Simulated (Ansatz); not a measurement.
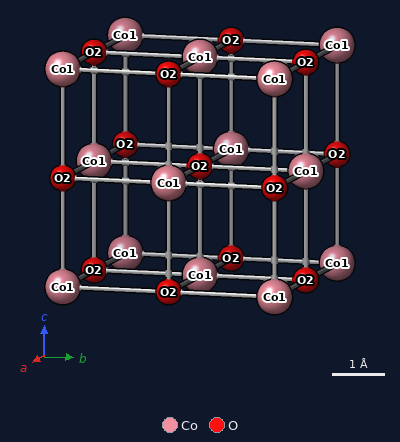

The structure of run A (ball-and-stick view of the cell 4 times as large as that of the calculation, set on its symmetry axes, seen slightly off an axis; atoms are numbered from 1 in the order of the input). An atom can appear more than once, as a periodic image. Near neighbours in the periodic cell (some may lie outside the picture): Co has 6 O at 2.13 Å; O has 6 Co at 2.13 Å.

## CoO: a changed input and its effect

System: CoO (Fm-3m, 2 atoms in the cell).
Method of run A: Kohn-Sham DFT of a periodic cell, PBEsol with D3(BJ), all-electron LAPW, scalar-relativistic, spin-polarised (Ansatz 0.2.0).

The structure derives from an entry of the Crystallography Open Database. Text and figures count atoms from 1; the logs count them from 0 in places.

## The input, run A
```yaml
crystal:
  lattice:
    - [0.0, 2.1315, 2.1315]
    - [2.1315, 0.0, 2.1315]
    - [2.1315, 2.1315, 0.0]
  atoms:
    - { symbol: Co, position: [0.0, 0.0, 0.0], spin: 2.0 }
    - { symbol: O, position: [0.5, 0.5, 0.5] }
kpoints:
  mp_grid: { grid: [11, 11, 11] }
scf:
  occupations: { method: fermi_dirac, width: 0.05 }
hamiltonian:
  xc: pbesol
  dispersion: d3bj
  pseudopotentials: { kind: all_electron, lapw: { basis_error: 0.001 } }
magnetization:
  spin_polarized: true
output:
  forces: true
  stress: true
relax:
  f_tol: 0.01
  max_steps: 60
  cell: {}
```

Launched with:
```bash
ansatz run input.yaml --threads 2 --pin off --max-ram 6144MiB --backend cpu --events-out ev --progress --plain --runs-dir out
```

Hardware: 2 threads of Arm Neoverse V2, 24 GiB of memory available, shared host.

## Output, shortened to warnings, some set-up lines, iterations and results (run A)
```
WARN: dispersion: an atom stands within reach of a switch of its C6 between two reference coordination numbers of its element: through that C6 alone, e_disp changes by 0.025 eV or more while the distances to its neighbours run over a stretch of 0.05 Å that contains this geometry (sites counted from 0 in the run's list of atoms or, in a supercell that it derives, in that cell's: here a list of 2) …
WARN: dispersion: an atom stands within reach of a switch of its C6 between two reference coordination numbers of its element: through that C6 alone, e_disp changes by 0.025 eV or more while the distances to its neighbours run over a stretch of 0.05 Å that contains this geometry (sites counted from 0 in the run's list of atoms or, in a supercell that it derives, in that cell's: here a list of 2) …
WARN: dispersion: an atom stands within reach of a switch of its C6 between two reference coordination numbers of its element: through that C6 alone, e_disp changes by 0.025 eV or more while the distances to its neighbours run over a stretch of 0.05 Å that contains this geometry (sites counted from 0 in the run's list of atoms or, in a supercell that it derives, in that cell's: here a list of 2) …
WARN: dispersion: an atom stands within reach of a switch of its C6 between two reference coordination numbers of its element: through that C6 alone, e_disp changes by 0.025 eV or more while the distances to its neighbours run over a stretch of 0.05 Å that contains this geometry (sites counted from 0 in the run's list of atoms or, in a supercell that it derives, in that cell's: here a list of 2) …
WARN: dispersion: an atom stands within reach of a switch of its C6 between two reference coordination numbers of its element: through that C6 alone, e_disp changes by 0.025 eV or more while the distances to its neighbours run over a stretch of 0.05 Å that contains this geometry (sites counted from 0 in the run's list of atoms or, in a supercell that it derives, in that cell's: here a list of 2) …
Basis set: ecut = 384.0905196673965 eV, 331 PW (Γ), exchange–correlation at level 2
Symmetry: 48 space group operations
k-points: 56 of 1331
Initial density: superposition of atomic densities (chi_scale 0.1, normalization cell, long waves kept (reshape's long-wave potential 0.00 eV rms))
[...]
SCF iter   1: F=—  HF=-39925.212551 eV  |F-HF|=—  |Δ(HF+E_count)|=         —  Δρ=4.28e-2 (↑4.28e-2 ↓3.71e-2)  dr2=1.10e0  dr2_m=5.14e-2  M=2.405 μB ∫|m|=2.405 μB  β_m=0.30  …
SCF iter   2: F=—  HF=-39924.925488 eV  |F-HF|=—  |Δ(HF+E_count)|=   2.87e-1  Δρ=2.39e-2 (↑2.39e-2 ↓1.62e-2)  dr2=2.48e-1  dr2_m=2.26e-2  M=2.384 μB ∫|m|=2.385 μB  β_m=0.42  …
SCF iter   3: F=—  HF=-39925.124249 eV  |F-HF|=—  |Δ(HF+E_count)|=         —  Δρ=2.68e-2 (↑2.65e-2 ↓2.68e-2)  dr2=1.05e-1  dr2_m=1.07e-1  M=2.920 μB ∫|m|=2.925 μB  β_m=0.42  …
SCF iter   4: F=—  HF=-39925.096162 eV  |F-HF|=—  |Δ(HF+E_count)|=   2.81e-2  Δρ=1.45e-2 (↑1.45e-2 ↓1.23e-2)  dr2=7.92e-3  dr2_m=3.04e-2  M=2.884 μB ∫|m|=2.890 μB  β_m=0.64  …
SCF iter   5: F=—  HF=-39925.146704 eV  |F-HF|=—  |Δ(HF+E_count)|=   5.05e-2  Δρ=1.42e-2 (↑7.58e-3 ↓1.42e-2)  dr2=7.20e-2  dr2_m=8.78e-3  M=2.990 μB ∫|m|=3.003 μB  β_m=0.49  …
[... 75 lines ...]
SCF iter   1: F=—  HF=-39925.105067 eV  |F-HF|=—  |Δ(HF+E_count)|=         —  Δρ=8.83e-7 (↑6.84e-7 ↓8.83e-7)  dr2=4.61e-10  dr2_m=1.59e-11  M=2.942 μB ∫|m|=2.958 μB  β_m=0.65 …
SCF iter   2: F=—  HF=-39925.105067 eV  |F-HF|=—  |Δ(HF+E_count)|=   2.58e-9  Δρ=5.89e-7 (↑5.89e-7 ↓5.35e-7)  dr2=2.59e-10  dr2_m=9.12e-13  M=2.942 μB ∫|m|=2.958 μB  β_m=0.33 …
SCF iter   3: F=-39925.105067 eV  HF=-39925.105067 eV  |F-HF|=2.18e-11  |Δ(HF+E_count)|=   1.75e-9  Δρ=6.53e-8 (↑5.02e-8 ↓6.53e-8)  dr2=6.80e-13  dr2_m=4.11e-13  M=2.942 μB …
SCF 11 converged in 3 iterations: F = -39925.105067 eV  dr2 = 6.80e-13
relax step  11: F+E_penalty+E_count = -39925.10506677 eV  Δ(F+E_penalty+E_count) = -1.363e-7 eV  max|allowed force component| = 6.040e-31 eV/Å  Δτ_max = 0.0000 Å  P = -0.003 …
basis re-selected at this cell: Δ(F+E_penalty+E_count) = -1.363e-7 eV, ΔP = -0.000 GPa vs the last step (what re-selecting the basis moved, after the strain that the cell walked since its last selection, with what the two solves' SCF thresholds leave and, on support functions, any second-order …
SCF converged after 3 iterations
Magnetization: 2.9422 μB (13.9711 up, 11.0289 down)
Absolute magnetization: 2.9583 μB (∫|ρ↑−ρ↓|)
Spin contamination: 0.0078 ħ² per cell (⟨S²⟩ above its minimum at these occupations)
Per-site moments (μB) at R_I (Å): [(2.5784993301756423, 1.1287460985079523), (0.33232736091488135, 0.9334599837972721)]
Free energy (F): -39925.105067 eV
Harris-Foulkes:  -39925.105067 eV  (|F-HF|=2.18e-11)
Internal energy: -39925.072975 eV  (E = F + TS)
E sigma→0 (E₀):  -39925.089021 eV
Entropy (-TS):   -0.032092 eV (-16.046 meV/atom)
Fermi energy:    14.160157 eV
--- Per-component energies (eV) ---
  E_band       = -1280.706529
  E_kinetic    = 40476.185736
  E_xc         = -1816.189262
  E_electrostatic = -78584.635681  (all electrons and nuclei)
  E_disp       = -0.433769  (pairwise vdW)
  E_smearing   = -0.032092  (= −TS)
  E_closure    = 0.000000  (closes the sum)
  E_atoms      = -39909.458948  (free atoms, spherical and without spin; not in F)
  Σ components = -39925.105067   (vs F -39925.105067, Δ=0.00e0)
  Basis errors (estimates in eV, not in F): energy 3.7e-4 per atom: plane waves 3.4e-4 (1.9e-4 summed), levels above the bands 1.9e-113, relativity 2.9e-8, radial functions 3.7e-5, core shells 1.9e-8; eigenvalues (radial functions only) 3.3e-5; not estimated: angular momenta, meshes, grids; target …
--- Forces (eV/Å), atoms counted from 1 ---
  atom   1  Co     0.00000000     0.00000000    -0.00000000
  atom   2  O      0.00000000    -0.00000000     0.00000000
  max |Σ_I F_I| component: 1.42e-30 eV/Å
--- Stress (GPa, compression-positive) ---
       -0.002854       0.000000      -0.000000
        0.000000      -0.002854       0.000000
       -0.000000       0.000000      -0.002854
  P = ⅓ Tr σ = -0.0029 GPa (-0.029 kbar)
--- Relaxed structure (10 steps of the walk, 7 accepted, 1 SCFs on fresh bases) ---
  F+E_penalty+E_count = -39925.10506677 eV   max|allowed force component| = 6.040e-31 eV/Å   (the final SCF, on the basis selected at the relaxed cell)
  cell:  # Å, volume = 19.2181 Å³
[...]
```

For run B the input was changed thus:
```diff
-  xc: pbesol
+  xc: rpbe
-  f_tol: 0.01
+  f_tol: 0.02
```

How does run B compare with run A?

The total energies belong to different methods, so their difference says nothing on which is more stable or more accurate. The volume per atom goes from 9.61 to 9.63 Å³. The functional changes from PBEsol to RPBE. The SCF takes 92 iterations over all geometry steps against 63.

## Output, shortened to warnings, some set-up lines, iterations and results (run B)
```
WARN: dispersion: an atom stands within reach of a switch of its C6 between two reference coordination numbers of its element: through that C6 alone, e_disp changes by 0.025 eV or more while the distances to its neighbours run over a stretch of 0.05 Å that contains this geometry (sites counted from 0 in the run's list of atoms or, in a supercell that it derives, in that cell's: here a list of 2) …
WARN: dispersion: an atom stands within reach of a switch of its C6 between two reference coordination numbers of its element: through that C6 alone, e_disp changes by 0.025 eV or more while the distances to its neighbours run over a stretch of 0.05 Å that contains this geometry (sites counted from 0 in the run's list of atoms or, in a supercell that it derives, in that cell's: here a list of 2) …
WARN: dispersion: an atom stands within reach of a switch of its C6 between two reference coordination numbers of its element: through that C6 alone, e_disp changes by 0.025 eV or more while the distances to its neighbours run over a stretch of 0.05 Å that contains this geometry (sites counted from 0 in the run's list of atoms or, in a supercell that it derives, in that cell's: here a list of 2) …
WARN: dispersion: an atom stands within reach of a switch of its C6 between two reference coordination numbers of its element: through that C6 alone, e_disp changes by 0.025 eV or more while the distances to its neighbours run over a stretch of 0.05 Å that contains this geometry (sites counted from 0 in the run's list of atoms or, in a supercell that it derives, in that cell's: here a list of 2) …
WARN: dispersion: an atom stands within reach of a switch of its C6 between two reference coordination numbers of its element: through that C6 alone, e_disp changes by 0.025 eV or more while the distances to its neighbours run over a stretch of 0.05 Å that contains this geometry (sites counted from 0 in the run's list of atoms or, in a supercell that it derives, in that cell's: here a list of 2) …
Basis set: ecut = 384.12694628817496 eV, 331 PW (Γ), exchange–correlation at level 2
Symmetry: 48 space group operations
k-points: 56 of 1331
Initial density: superposition of atomic densities (chi_scale 0.1, normalization cell, long waves kept (reshape's long-wave potential 0.00 eV rms))
[...]
SCF iter   1: F=—  HF=-39973.502612 eV  |F-HF|=—  |Δ(HF+E_count)|=         —  Δρ=4.72e-2 (↑4.72e-2 ↓4.31e-2)  dr2=1.37e0  dr2_m=6.99e-2  M=2.477 μB ∫|m|=2.477 μB  β_m=0.30  …
SCF iter   2: F=—  HF=-39973.153908 eV  |F-HF|=—  |Δ(HF+E_count)|=   3.49e-1  Δρ=2.62e-2 (↑2.62e-2 ↓1.93e-2)  dr2=3.13e-1  dr2_m=2.93e-2  M=2.448 μB ∫|m|=2.448 μB  β_m=0.42  …
SCF iter   3: F=—  HF=-39973.308795 eV  |F-HF|=—  |Δ(HF+E_count)|=   1.55e-1  Δρ=1.58e-2 (↑1.58e-2 ↓1.55e-2)  dr2=1.27e-1  dr2_m=1.93e-2  M=2.572 μB ∫|m|=2.574 μB  β_m=0.59  …
SCF iter   4: F=—  HF=-39973.442384 eV  |F-HF|=—  |Δ(HF+E_count)|=         —  Δρ=1.08e-2 (↑1.08e-2 ↓7.25e-3)  dr2=5.46e-3  dr2_m=1.33e-2  M=2.828 μB ∫|m|=2.837 μB  β_m=0.59  …
SCF iter   5: F=—  HF=-39973.432860 eV  |F-HF|=—  |Δ(HF+E_count)|=   9.52e-3  Δρ=1.15e-2 (↑7.04e-3 ↓1.15e-2)  dr2=2.19e-2  dr2_m=1.19e-2  M=2.944 μB ∫|m|=2.957 μB  β_m=0.70  …
[... 110 lines ...]
SCF iter   1: F=—  HF=-39973.429183 eV  |F-HF|=—  |Δ(HF+E_count)|=         —  Δρ=1.33e-6 (↑1.29e-6 ↓1.33e-6)  dr2=2.65e-10  dr2_m=2.26e-10  M=2.943 μB ∫|m|=2.962 μB  β_m=0.65 …
SCF iter   2: F=—  HF=-39973.429183 eV  |F-HF|=—  |Δ(HF+E_count)|=   3.62e-9  Δρ=1.16e-6 (↑8.55e-7 ↓1.16e-6)  dr2=5.11e-10  dr2_m=8.23e-11  M=2.943 μB ∫|m|=2.962 μB  β_m=0.44 …
SCF iter   3: F=-39973.429183 eV  HF=-39973.429183 eV  |F-HF|=0.00e0  |Δ(HF+E_count)|=   1.22e-9  Δρ=4.79e-7 (↑3.87e-7 ↓4.79e-7)  dr2=4.07e-12  dr2_m=3.21e-11  M=2.943 μB …
SCF 14 converged in 3 iterations: F = -39973.429183 eV  dr2 = 4.07e-12
relax step  14: F+E_penalty+E_count = -39973.42918318 eV  Δ(F+E_penalty+E_count) = -4.288e-7 eV  max|allowed force component| = 7.724e-31 eV/Å  Δτ_max = 0.0000 Å  P = +0.018 …
basis re-selected at this cell: Δ(F+E_penalty+E_count) = -4.288e-7 eV, ΔP = +0.000 GPa vs the last step (what re-selecting the basis moved, after the strain that the cell walked since its last selection, with what the two solves' SCF thresholds leave and, on support functions, any second-order …
SCF converged after 3 iterations
Magnetization: 2.9427 μB (13.9713 up, 11.0287 down)
Absolute magnetization: 2.9619 μB (∫|ρ↑−ρ↓|)
Spin contamination: 0.0080 ħ² per cell (⟨S²⟩ above its minimum at these occupations)
Per-site moments (μB) at R_I (Å): [(2.6004951405880465, 1.1301056878912612), (0.31543192367988837, 0.9338683408854624)]
Free energy (F): -39973.429183 eV
Harris-Foulkes:  -39973.429183 eV  (|F-HF|=0.00e0)
Internal energy: -39973.395350 eV  (E = F + TS)
E sigma→0 (E₀):  -39973.412266 eV
Entropy (-TS):   -0.033834 eV (-16.917 meV/atom)
Fermi energy:    14.340581 eV
--- Per-component energies (eV) ---
  E_band       = -1281.372159
  E_kinetic    = 40533.859118
  E_xc         = -1864.809296
  E_electrostatic = -78640.205314  (all electrons and nuclei)
  E_disp       = -2.239857  (pairwise vdW)
  E_smearing   = -0.033834  (= −TS)
  E_closure    = 0.000000  (closes the sum)
  E_atoms      = -39957.703092  (free atoms, spherical and without spin; not in F)
  Σ components = -39973.429183   (vs F -39973.429183, Δ=0.00e0)
  Basis errors (estimates in eV, not in F): energy 4.0e-4 per atom: plane waves 3.6e-4 (2.0e-4 summed), levels above the bands 8.5e-116, relativity 8.2e-8, radial functions 3.8e-5, core shells 1.8e-8; eigenvalues (radial functions only) 3.4e-5; not estimated: angular momenta, meshes, grids; target …
--- Forces (eV/Å), atoms counted from 1 ---
  atom   1  Co     0.00000000     0.00000000    -0.00000000
  atom   2  O      0.00000000    -0.00000000     0.00000000
  max |Σ_I F_I| component: 1.61e-30 eV/Å
--- Stress (GPa, compression-positive) ---
        0.017799      -0.000000      -0.000000
       -0.000000       0.017799       0.000000
       -0.000000       0.000000       0.017799
  P = ⅓ Tr σ = 0.0178 GPa (0.178 kbar)
--- Relaxed structure (13 steps of the walk, 6 accepted, 1 SCFs on fresh bases) ---
  F+E_penalty+E_count = -39973.42918318 eV   max|allowed force component| = 7.724e-31 eV/Å   (the final SCF, on the basis selected at the relaxed cell)
  cell:  # Å, volume = 19.2676 Å³
[...]
```

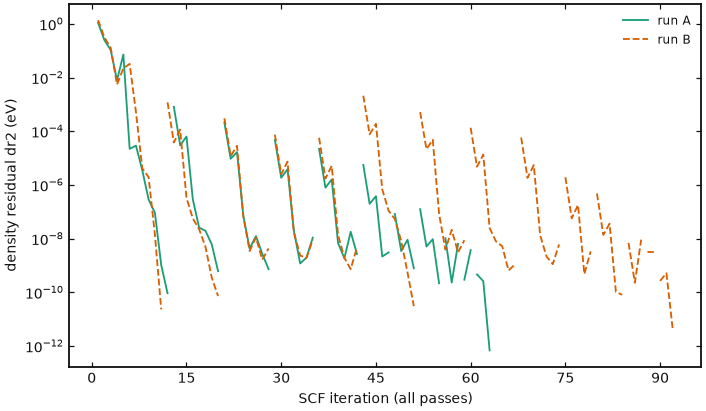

Convergence of the two runs: density residual dr2 against the SCF iteration. A break in a curve parts two SCF passes. Run A takes 63 iterations in all, and run B takes 92.

## The two runs side by side

| quantity | run A | run B |
| --- | --- | --- |
| outcome | converged | converged |
| free energy per atom (eV) | −19962.5525 | −19986.7146 |
| energy per atom, smearing taken to zero (eV) | −19962.5445 | −19986.7061 |
| net moment of the cell (μB) | 2.94 | 2.94 |
| absolute moment of the cell (μB) | 2.96 | 2.96 |
| pressure (GPa) | 0.00 | 0.02 |
| volume per atom (Å³) | 9.61 | 9.63 |
| largest force (eV/Å) | 0.000 | 0.000 |
| SCF iterations | 63 | 92 |
| irreducible k-points | 56 | 56 |
| wall time (shared host) | 72 s | 1.7 min |
